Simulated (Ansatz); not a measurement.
Consider Ti.

Input

```
crystal:
  lattice:
    - [4.65556973, 0.0, 0.0]
    - [-2.327784865, 4.0318416553, 0.0]
    - [0.0, 0.0, 2.879051983]
  atoms:
    - { symbol: Ti, position: [-0.0284949435, -0.0569898869, 0.0] }
    - { symbol: Ti, position: [0.3475808051, 0.6951616101, 0.5] }
    - { symbol: Ti, position: [0.6809141384, 0.3618282768, 0.5] }
basis:
  ecutwfc: 520.0
kpoints:
  mp_grid: { grid: [12, 12, 14] }
hamiltonian:
  xc: pbe
  pseudopotentials: { kind: paw, azcp: { folder: soft_1 } }
scf:
  occupations: { method: gaussian, width: 0.15 }
output:
  forces: true
  stress: true
  eigenvalues: true
  write_density: true
  write_potential: true
  elf: true
  volumetric_format: npy
```

Command:

```sh
ansatz run input.yaml --threads 2 --pin off --max-ram 4096MiB --backend cpu --events-out ev --progress --plain --runs-dir out
```

Below, planes, directions and counts refer to the conventional cell (a = 2.88 Å, b = 4.66 Å, c = 8.06 Å, α = 90.00°, β = 90.00°, γ = 90.00°).

Space group Amm2; a point of a scan over the structure, not its minimum; a structure from a database of computed crystals, not necessarily the ambient phase; changed on purpose from its base cell (mode 6 frozen in at -0.226 Å, equal normal strain along x, y and z +0.0167); not relaxed (largest force 1.4 eV/Å); computed pressure about −2 GPa in this cell; computed without spin polarisation; PAW files of the earlier set (soft_1).

Method: Ansatz 0.2.0, DFT PBE, scalar-relativistic, plane waves, PAW.

Q: What can the converged valence pseudo-density and electron localisation function tell about the bonding?

A: Ti–Ti (2.69 Å): ρ is about 0.2 e/Å³ halfway; the ELF is about 0.10 at the midpoint (no shared electron pair shows on this line).
Ti–Ti (2.75 Å): ρ is about 0.24 e/Å³ halfway; the ELF is about 0.20 at the midpoint; no shared electron pair shows on this line.
Ti–Ti (2.88 Å): ρ at the midpoint is about 0.19 e/Å³; the ELF is about 0.20 at the midpoint (no shared electron pair shows on this line).
The ELF has a maximum of about 0.75 in the space between the atoms, 1.9 Å from four Ti atoms, on no atom or two-centre bond.

Q: Does the calculation make it a metal, or give it a gap?

A: It is gapless in this calculation (a metal or semimetal).

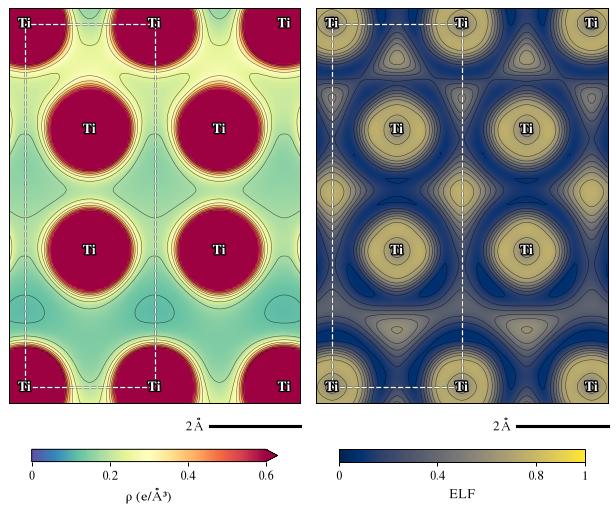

Computed valence pseudo-density and electron localisation function on the (010) plane of the conventional cell, in this order. 

Core electrons are frozen (PAW), and the valence fields are smoothed inside the atomic spheres.
